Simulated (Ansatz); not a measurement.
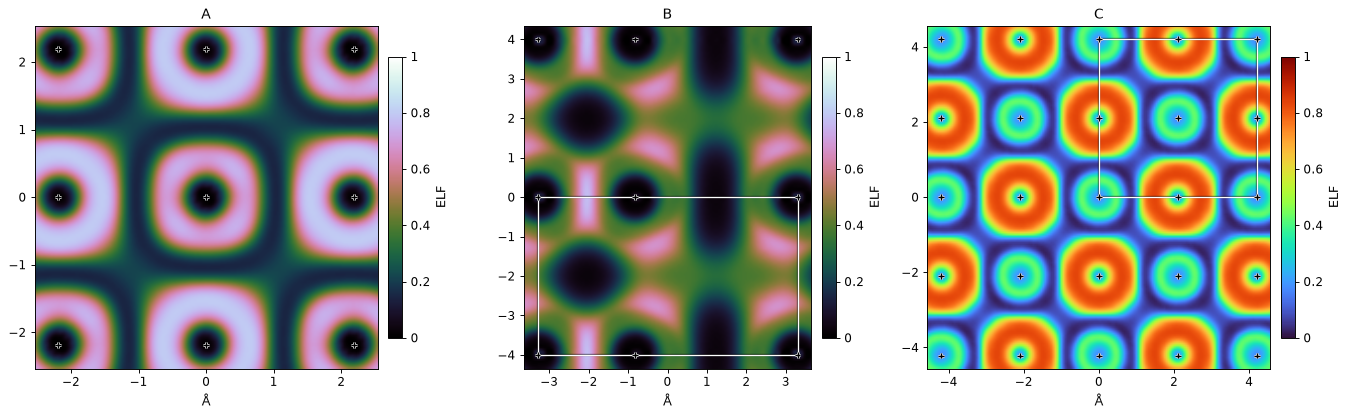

The ELF of 3 systems, each on a plane through atoms (crosses mark nuclei in the plane).

Computed with DFT PBEsol, scalar-relativistic, plane waves, PAW in Ansatz.

System 1: MgO, the (010) plane of the conventional cell. Space group Fm-3m.

```xyz
8
Lattice="4.2142 0.0000 0.0000 0.0000 4.2142 0.0000 0.0000 0.0000 4.2142" Properties=species:S:1:pos:R:3 pbc="T T T"
Mg    0.0000    0.0000    0.0000
Mg    2.1071    2.1071    0.0000
Mg    2.1071    0.0000    2.1071
Mg    0.0000    2.1071    2.1071
O     2.1071    0.0000    0.0000
O     0.0000    2.1071    0.0000
O     0.0000    0.0000    2.1071
O     2.1071    2.1071    2.1071
```

System 2: Ge, the (11̄0) plane of the conventional cell. Space group P6₃/mmc; a structure from a database of computed crystals, not necessarily the ambient phase.

```
Ge
1.0
     3.99864    0.00000    0.00000
    -1.99932    3.46292    0.00000
     0.00000    0.00000    6.59206
Ge
4
Direct
  0.66667 0.33333 0.06278
  0.33333 0.66667 0.56278
  0.66667 0.33333 0.43722
  0.33333 0.66667 0.93722
```

System 3: TaN, the (001) plane of the conventional cell. Space group Fm-3m.

```
Ta N
1.0
     4.37569    0.00000    0.00000
     0.00000    4.37569    0.00000
     0.00000    0.00000    4.37569
Ta N
4 4
Direct
  0.50000 0.00000 0.00000
  0.00000 0.50000 0.00000
  0.00000 0.00000 0.50000
  0.50000 0.50000 0.50000
  0.00000 0.00000 0.00000
  0.50000 0.50000 0.00000
  0.50000 0.00000 0.50000
  0.00000 0.50000 0.50000
```

Q: Match each panel to its system.

A: Panel A is system 3, TaN: the plane holds Ta and N. Ta–N (2.19 Å): the ELF peaks at about 0.80 in the valence shell of N, 0.7 Å from its nucleus, and is about 0.15 at the midpoint; no shared electron pair shows on this line. Panel B is system 2, Ge: the plane holds Ge. Ge–Ge (2.47 Å): the ELF peaks at about 0.75 between the atoms. Panel C is system 1, MgO: the plane holds Mg and O. Mg–O (2.11 Å): the ELF peaks at about 0.85 in the valence shell of O, 0.6 Å from its nucleus, and is about 0.35 at the midpoint: a largely ionic contact.
